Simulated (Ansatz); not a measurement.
Input

```
crystal:
  lattice:
    - [3.8370963224, 0.0, 0.0]
    - [0.0, 3.8370963224, 0.0]
    - [0.0, 0.0, 4.7621285948]
  atoms:
    - { symbol: Sn, position: [0.0276422608, 0.5276422608, 0.2432422113] }
    - { symbol: Sn, position: [0.4723577392, -0.0276422608, 0.7567577887] }
    - { symbol: O, position: [-0.0037654053, 0.0037654053, 0.0] }
    - { symbol: O, position: [0.5037654053, 0.4962345947, 0.0] }
basis:
  ecutwfc: 420
kpoints:
  mp_grid: { grid: [12, 12, 10] }
hamiltonian:
  xc: pbe
  dispersion: d3bj
scf:
  occupations: { method: gaussian, width: 0.15 }
output:
  forces: true
  stress: true
  eigenvalues: true
  write_density: true
  write_potential: true
  elf: true
  volumetric_format: npy
```

Run with:

```sh
ansatz run input.yaml --threads 2 --pin off --max-ram 5120MiB --backend cpu --events-out ev --progress --plain --runs-dir out
```

Below, planes, directions and counts refer to the conventional cell (a = 5.43 Å, b = 5.43 Å, c = 4.76 Å, α = 90.00°, β = 90.00°, γ = 90.00°).

Space group C2/m; not relaxed (largest force 0.8 eV/Å).

All numbers below come from DFT PBE+D3(BJ), scalar-relativistic, plane waves, PAW in Ansatz.

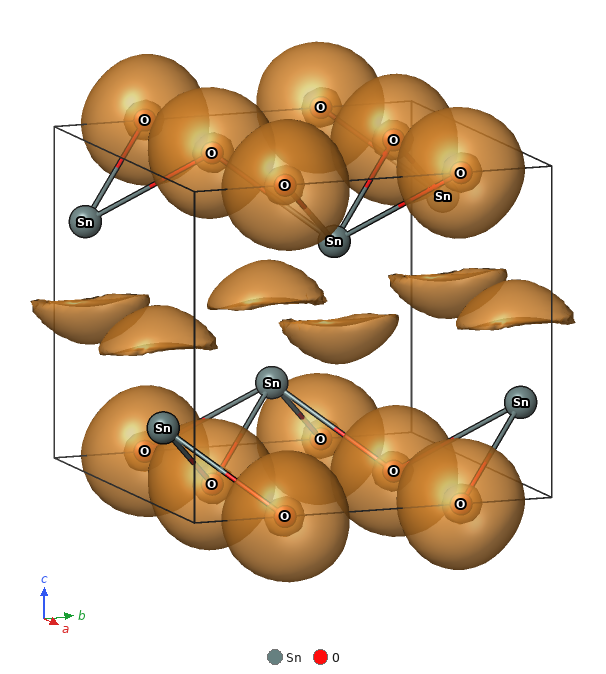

SnO. Isosurface of the electron localisation function at 0.6 (orange), seen slightly off an axis. Core shells and regions of very low density are left out. Sticks mark near contacts.

**What do the ELF domains correspond to?**

The ELF exceeds this value in four lobes on Sn, pointing away from the bonds (lone pairs) and four regions wrapped around O (the valence shell of each), counted in one cell of 8 atoms. Regions shared between cells count once.

Values along the shortest contacts:
Sn–O (2.17 Å): the ELF peaks at about 0.85 in the valence shell of O, 0.6 Å from its nucleus, and is about 0.20 at the midpoint: no localised pair shows between them. Sn–O (2.32 Å): the ELF peaks at about 0.85 in the valence shell of O, 0.6 Å from its nucleus, and drops to about 0.15 between the two atoms; no localised pair shows between them.

**Does the calculation give a band gap?**

It is metallic or semimetallic at this level of theory: no gap opens.
